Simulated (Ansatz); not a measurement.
The calculation's input:

```
crystal:
  lattice:
    - [3.0273125769, -3.1983243109, 0.0]
    - [3.0273125769, 3.1983243109, 0.0]
    - [0.0, 0.0, 6.5642674766]
  atoms:
    - { symbol: H, position: [0.3261521819, 0.6738478181, 0.5414995083] }
    - { symbol: H, position: [0.3261521819, 0.6738478181, 0.9585004917] }
    - { symbol: H, position: [0.6738478181, 0.3261521819, 0.0414995083] }
    - { symbol: H, position: [0.6738478181, 0.3261521819, 0.4585004917] }
    - { symbol: C, position: [0.3465066148, 0.6534933852, 0.25] }
    - { symbol: C, position: [0.6534933852, 0.3465066148, 0.75] }
    - { symbol: O, position: [0.5433626821, 0.4566373179, 0.25] }
    - { symbol: O, position: [0.4566373179, 0.5433626821, 0.75] }
    - { symbol: O, position: [0.2331897309, 0.7668102691, 0.4159347158] }
    - { symbol: O, position: [0.2331897309, 0.7668102691, 0.0840652842] }
    - { symbol: O, position: [0.7668102691, 0.2331897309, 0.9159347158] }
    - { symbol: O, position: [0.7668102691, 0.2331897309, 0.5840652842] }
basis:
  ecutwfc: 500
kpoints:
  mp_grid: { grid: [6, 6, 4] }
hamiltonian:
  xc: r2scan
  dispersion: d3bj
scf:
  occupations: { method: gaussian, width: 0.02 }
output:
  forces: true
  stress: true
  eigenvalues: true
  write_density: true
  write_potential: true
  elf: true
  volumetric_format: npy
relax:
  adjacent_minimum: "off"
  f_tol: 0.02
  max_steps: 50
  cell: { stress_tol: 0.03 }
```

Command:

```sh
ansatz run input.yaml --threads 2 --pin off --max-ram 5120MiB --backend cpu --events-out ev --progress --plain --runs-dir out
```

Below, planes, directions and counts refer to the conventional cell (a = 5.73 Å, b = 6.24 Å, c = 6.56 Å, α = 90.00°, β = 90.00°, γ = 90.00°).

The fields are those of the relaxed geometry.

Space group Cmcm; a structure from a database of computed crystals, not necessarily the ambient phase.

Method: DFT r2SCAN+D3(BJ), scalar-relativistic, plane waves, PAW (Ansatz).

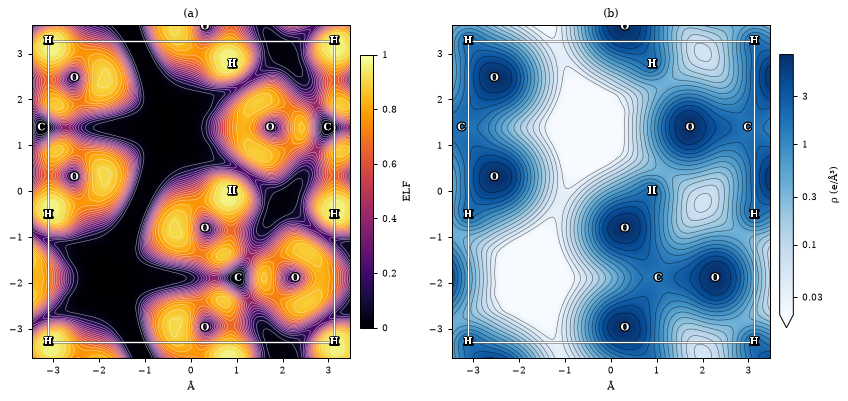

H2CO3. (a) ELF; (b) valence charge density (pseudo) on the (100) plane of the conventional cell.

Core electrons are frozen (PAW), and the valence fields are smoothed inside the atomic spheres.

Q: What does the map show?

A:
- The section cuts through H, C and O sites.
- O–H (1.00 Å): ρ is about 3.7 e/Å³ halfway; the ELF climbs to about 0.95 towards the hydrogen, as it does in any bond to H: a covalent bond by its length.
- C–O (1.25 Å): ρ is about 3.1 e/Å³ halfway; the ELF peaks at about 0.85 between the atoms (inside overlapping PAW spheres, so only a guide): a shared but strongly polarised pair.
- C–O (1.30 Å): ρ at the midpoint is about 2.8 e/Å³; the ELF peaks at about 0.90 between the atoms; a shared but strongly polarised pair.
- Between the atoms the lowest density in this plane is 0.003 e/Å³.
- The ELF also peaks beside O, away from the bonds: lone-pair regions.
